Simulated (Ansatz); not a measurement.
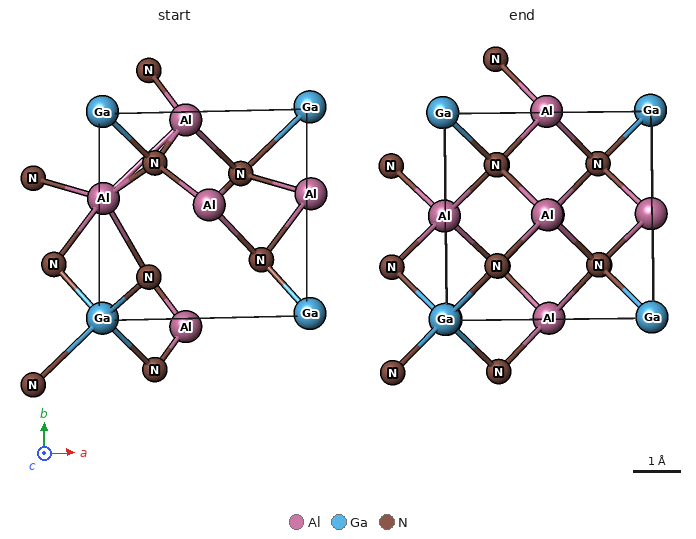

The structure of crystalline Al3GaN4 (built on the database structure type) before (left) and after (right) a relaxation, at one scale.

A ball-and-stick model of the cell of the calculation, seen along the c axis.

Case: shaken.

Level of theory: DFT, PBEsol, plane waves, PAW in Ansatz 0.2.0.

Input file:
```yaml
crystal:
  lattice:
    - [4.423242334, 0.050035625, 0.0193664697]
    - [0.050035625, 4.4034042668, -0.0015906776]
    - [0.0193664697, -0.0015906776, 4.3445361927]
  atoms:
    - { symbol: Al, position: [0.5298614867, 0.5477579958, 0.0325916391] }
    - { symbol: Al, position: [0.416602901, -0.0387283205, 0.5386849401] }
    - { symbol: Al, position: [0.0198282557, 0.590252161, 0.5131987255] }
    - { symbol: Ga, position: [0.0149266437, 0.0111426713, -0.0507782151] }
    - { symbol: "N", position: [0.6817053815, 0.6959848335, 0.2192933835] }
    - { symbol: "N", position: [0.7810859733, 0.2765050995, 0.7910321949] }
    - { symbol: "N", position: [0.2675180534, 0.7566014588, 0.6941530317] }
    - { symbol: "N", position: [0.2386830639, 0.2049661018, 0.2592715155] }
kpoints:
  mp_grid: { grid: [4, 4, 4] }
hamiltonian:
  xc: pbesol
scf:
  occupations: { method: fermi_dirac, width: 0.05 }
relax:
  f_tol: 0.01
  cell: {}
  max_steps: 120
```

Command:
```bash
ansatz run input.yaml --threads 4 --pin off --max-ram 4608MiB --backend cpu --events-out ev --progress --plain --runs-dir out
```

What changed between the two?

Answer. After 7 accepted moves (9 points after the start) the energy has fallen by 21.155 eV per cell of the calculation. The largest force component goes from 34 to 0.00039 eV/Å. The pressure goes from 77.60 to 0.00 GPa. At 2 points the geometry stayed and the basis and grid were re-selected for the new cell (energy shift of 4.5 meV per cell of the calculation at most each time). Al2 moves most relative to the cell: 0.43 Å along [2 1 −1]. Largest moves by element: Al 0.43 Å, N 0.38 Å, Ga 0.24 Å. The volume changes by +1.2 %, with a 4.424 → 4.407 Å (−0.4 %), b 4.404 → 4.407 Å (+0.1 %), c 4.345 → 4.407 Å (+1.4 %), β 89.5° → 90.0°, γ 88.7° → 90.0°. Some distances before and after: Al2–Al3 2.428 → 3.116 Å, Al1–N5 1.251 → 1.895 Å, Al2–N7 1.313 → 1.895 Å, Al2–N6 2.421 → 1.895 Å. New bonds form, among them: Al2–N6 (2.42 → 1.90 Å). Bond angles that change, for instance: N5–Al3–N7 138.2° → 110.6°, Al1–N5–Al3 134.4° → 110.6°, N6–Al3–N8 89.7° → 110.6°. The space group (tolerance 0.01 Å) goes from P1 (No. 1) to P-43m (No. 215). The run took 12 s on 4 threads of Intel(R) Xeon(R) Platinum 8488C (Sapphire Rapids) (shared host), peak memory 0.48 GiB.
